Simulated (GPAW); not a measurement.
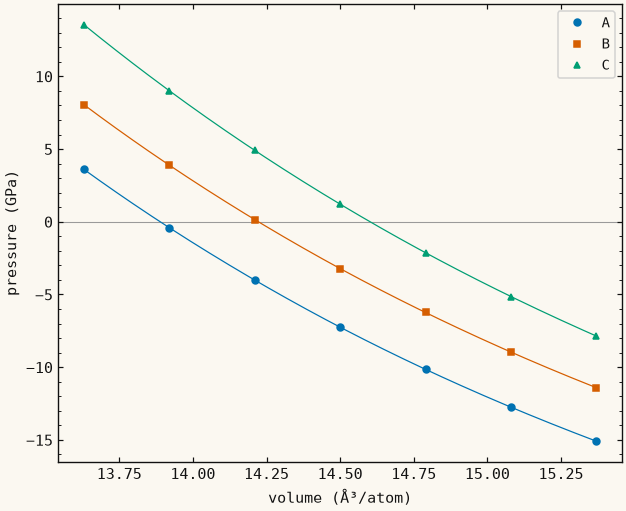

The picture above shows the pressure against volume, with one curve for each functional, for YN (space group Fm-3m). The labels are replaced by letters. In alphabetical order the cases are: LDA; PBEsol; r2SCAN.

Computed with GPAW 26.7.0: PAW DFT in plane waves, on a grid or in atomic orbitals, no spin polarisation; energies at scaled volumes of the given cell, shape and fractions fixed, counted from the fit's minimum, third-order Birch-Murnaghan fit. All runs: no spin polarisation.

```
       setting        value
        k mesh        9×9×9
   occupations  Fermi–Dirac
smearing width      0.05 eV
   wave cutoff       800 eV
```

### Which letter stands for which functional?

A: LDA; B: PBEsol; C: r2SCAN.
